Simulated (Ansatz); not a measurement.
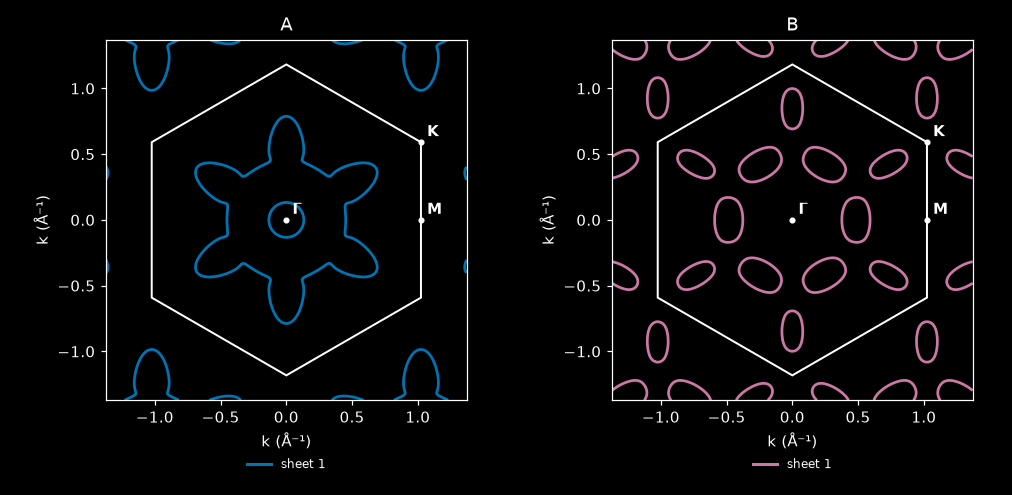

Constant-energy contours of a single layer of PtS2 (space group of the slab cell P-3m1) near its two band edges (0.10 eV into the valence band, 0.15 eV into the conduction band), in unknown order.

The calculation used DFT PBE, scalar-relativistic, plane waves, PAW; levels and slopes on a dense k mesh at the converged density (Ansatz). No spin polarisation. Mesh 54×54×1, interpolated with the band slopes. Unrelaxed database geometry.

Masses come from a second pass at points close to the extrema; at the energies drawn a band may no longer be parabolic.

Which panel shows the holes and which the electrons?

A shows the valence band (holes), B the conduction band (electrons).

Describe the extrema and the gap.

Valence band (extrema up to 0.10 eV from the edge): six equivalent maxima on the Γ–M line, nearly flat in one direction, with mass 0.84 mₑ across; six equivalent maxima on the K–Γ line, 0.01 eV below the edge, principal masses 0.61 and 1.25 mₑ. Band 15 forms the valence edge.
Conduction band (extrema up to 0.15 eV from the edge): six equivalent minima on the Γ–M line, principal masses 0.27 and 0.68 mₑ; six equivalent minima on the K–Γ line, 0.09 eV above the edge, principal masses 0.36 and 1.43 mₑ. Band 16 forms the conduction edge.
The gap is indirect, 1.79 eV at this level of theory, which underestimates gaps and can reorder valleys that lie close. Another valley lies within 0.05 eV of an edge, so the kind of gap can change with the cell or the functional.

Spin-orbit coupling, left out here, can change the gap, its kind, the place of the band edges and the masses, since the compound holds Pt.

The run (self-consistency and the dense mesh) took 14 s on 2 threads of Intel(R) Xeon(R) 6975P-C (Granite Rapids), on a shared host, peak memory 0.77 GiB.
